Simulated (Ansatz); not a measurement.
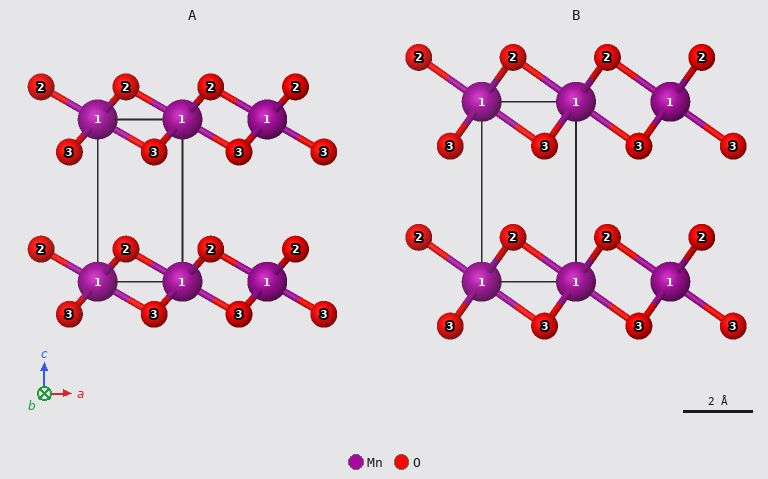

Two geometries of solid MnO2 (set up in P-3m1) (coarse preliminary run), drawn at one scale. One is the start of a relaxation, the other its converged end. Style: ball-and-stick. Shown: the cell of the calculation, repeated 2 × 1 × 1 with one cell outlined, along the b axis.

These are results of Ansatz, DFT r2SCAN, scalar-relativistic, plane waves, PAW, not measurements. Settings: plane-wave cutoff 500 eV; k-point mesh 6 × 6 × 4; occupations gaussian; smearing width 0.1 eV; collinear spin; cell and atoms relaxed; force threshold 0.0325 eV/Å; at most 70 steps.

**Which one is relaxed?**

Structure A is the relaxed one. Case: 2 of 2 Li taken out, relaxed. Over 5 accepted moves (6 points after the start) the energy falls by 3.327 eV per cell of the calculation. Largest force component: 4.3 eV/Å at the start, 0.0053 eV/Å at the end. The pressure goes from −32.58 to −0.02 GPa. At 1 point the geometry stayed and the basis and grid were re-selected for the new cell (energy shift of 8.8 meV per cell of the calculation at most each time). The largest moves relative to the cell, 0.22 Å, are those of O2 and O3. O2 goes along −c. Mn stays in place. The drawn cell changes as follows: a = b 3.173 → 2.852 Å (−10.1 %), c 5.241 → 4.726 Å (−9.8 %); the volume changes by −27.1 %. Near-neighbour distances that change, for instance: Mn1–O2 2.242 → 1.900 Å. Bond angles that change, for instance: Mn1–O2–Mn1 90.1° → 97.3°, O2–Mn1–O3 89.9° → 82.7°, O2–Mn1–O2 90.1° → 97.3°. The space group stays P-3m1 (No. 164). The run took 29 s on 2 threads of Arm Neoverse V2, with other jobs on the host, peak memory 0.44 GiB.
